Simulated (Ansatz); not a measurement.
Fe

Input

```
crystal:
  lattice:
    - [-1.443, 1.443, 1.443]
    - [1.443, -1.443, 1.443]
    - [1.443, 1.443, -1.443]
  atoms:
    - { symbol: Fe, position: [0.0, 0.0, 0.0], spin: 3.0 }
hamiltonian:
  xc: pbesol
  pseudopotentials: { kind: paw }
magnetization:
  spin_polarized: true
kpoints:
  mp_grid: { grid: [13, 13, 13] }
scf:
  occupations: { method: fermi_dirac, width: 0.05 }
output:
  forces: true
  stress: true
  eigenvalues: true
  write_density: true
  write_potential: true
  elf: true
  volumetric_format: npy
```

Run with:

```sh
ansatz run input.yaml --threads 2 --pin off --max-ram 5632MiB --backend cpu --events-out ev --progress --plain --runs-dir out
```

Below, planes, directions and counts refer to the conventional cell (a = 2.89 Å, b = 2.89 Å, c = 2.89 Å, α = 90.00°, β = 90.00°, γ = 90.00°).

Space group Im-3m; computed pressure about −18 GPa in this cell; spin-polarised.

Level of theory: Kohn-Sham DFT of a periodic cell, PBEsol, Ansatz PAW in Ansatz.

> What will maps of the valence pseudo-density, electron localisation function and spin density show?

Fe–Fe (2.50 Å): the density is about 0.33 e/Å³ at the midpoint; the ELF is about 0.25 at the midpoint; no localised pair shows between them.
The spin density sits on Fe: +2.3 μB (×2) in one cell of 2 atoms: parallel main moments, as they must be, since the calculation's own cell holds one magnetic site. The cell of the calculation (1 atoms) carries 2.3 μB of net spin moment.

> Does the calculation give a band gap?

It is gapless in this calculation (a metal or semimetal).

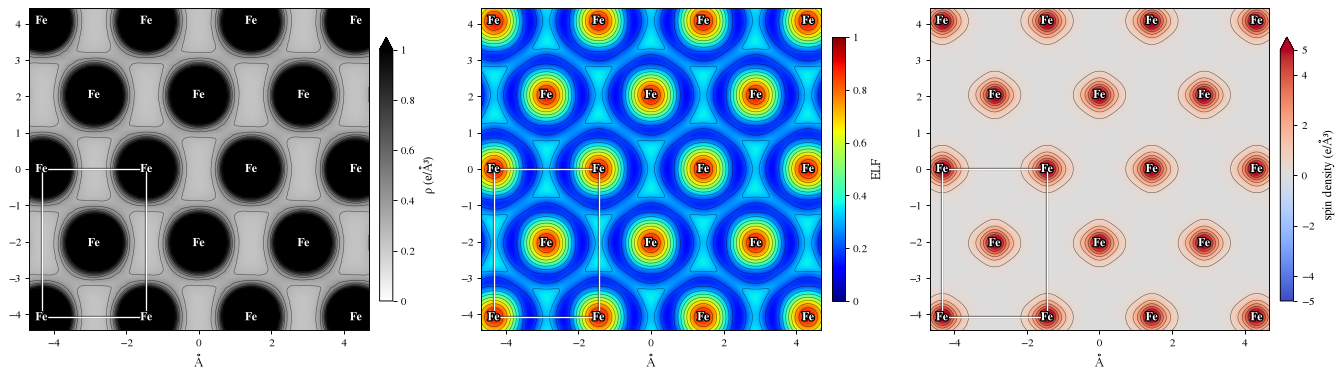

Computed valence pseudo-density, electron localisation function and spin density on the (11̄0) plane of the conventional cell, in this order. 
